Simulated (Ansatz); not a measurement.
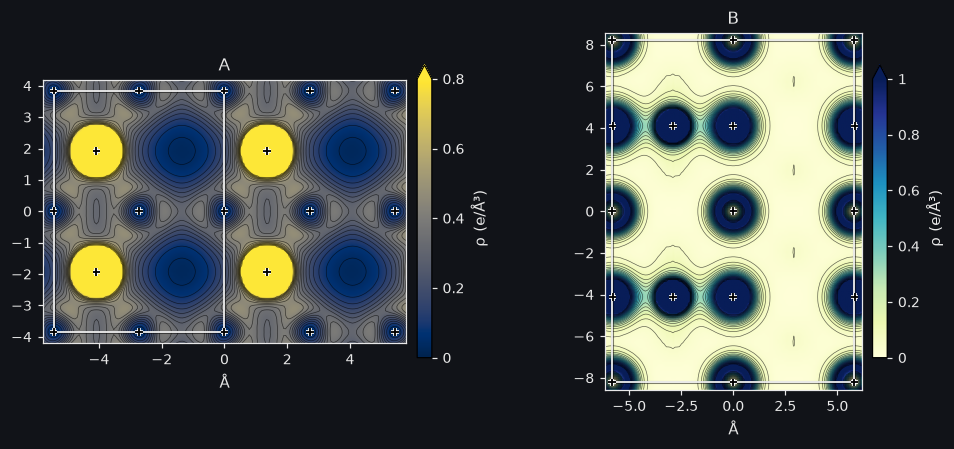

The valence electron density of 2 systems, each on a plane through atoms (crosses mark nuclei in the plane).

Computed with DFT PBE, scalar-relativistic, plane waves, PAW in Ansatz 0.2.0.

System 1: Si₂Ni, the (110) plane of the conventional cell. Space group Fm-3m; computed without spin polarisation.

System 2: Cs₂SnI₆, the (101) plane of the conventional cell. Space group Fm-3m.

```
Cs Sn I
1.0
    11.62760    0.00000    0.00000
     0.00000   11.62760    0.00000
     0.00000    0.00000   11.62760
Cs Sn I
8 4 24
Direct
  0.25000 0.25000 0.25000
  0.75000 0.75000 0.25000
  0.75000 0.25000 0.75000
  0.25000 0.75000 0.75000
  0.75000 0.25000 0.25000
  0.25000 0.75000 0.25000
  0.25000 0.25000 0.75000
  0.75000 0.75000 0.75000
  0.00000 0.00000 0.00000
  0.50000 0.50000 0.00000
  0.50000 0.00000 0.50000
  0.00000 0.50000 0.50000
  0.24898 0.00000 0.00000
  0.74898 0.50000 0.00000
  0.74898 0.00000 0.50000
  0.24898 0.50000 0.50000
  0.00000 0.24898 0.00000
  0.50000 0.74898 0.00000
  0.50000 0.24898 0.50000
  0.00000 0.74898 0.50000
  0.75102 0.00000 0.00000
  0.25102 0.50000 0.00000
  0.25102 0.00000 0.50000
  0.75102 0.50000 0.50000
  0.50000 0.25102 0.00000
  0.00000 0.75102 0.00000
  0.00000 0.25102 0.50000
  0.50000 0.75102 0.50000
  0.00000 0.00000 0.24898
  0.50000 0.50000 0.24898
  0.50000 0.00000 0.74898
  0.00000 0.50000 0.74898
  0.50000 0.00000 0.25102
  0.00000 0.50000 0.25102
  0.00000 0.00000 0.75102
  0.50000 0.50000 0.75102
```

Match each panel to its system.

Panel A is system 1, Si₂Ni: the plane holds Si and Ni. Si–Ni (2.36 Å): ρ at the midpoint is about 0.46 e/Å³. Panel B is system 2, Cs₂SnI₆: the plane holds Cs, Sn and I. Sn–I (2.90 Å): ρ is about 0.35 e/Å³ halfway.
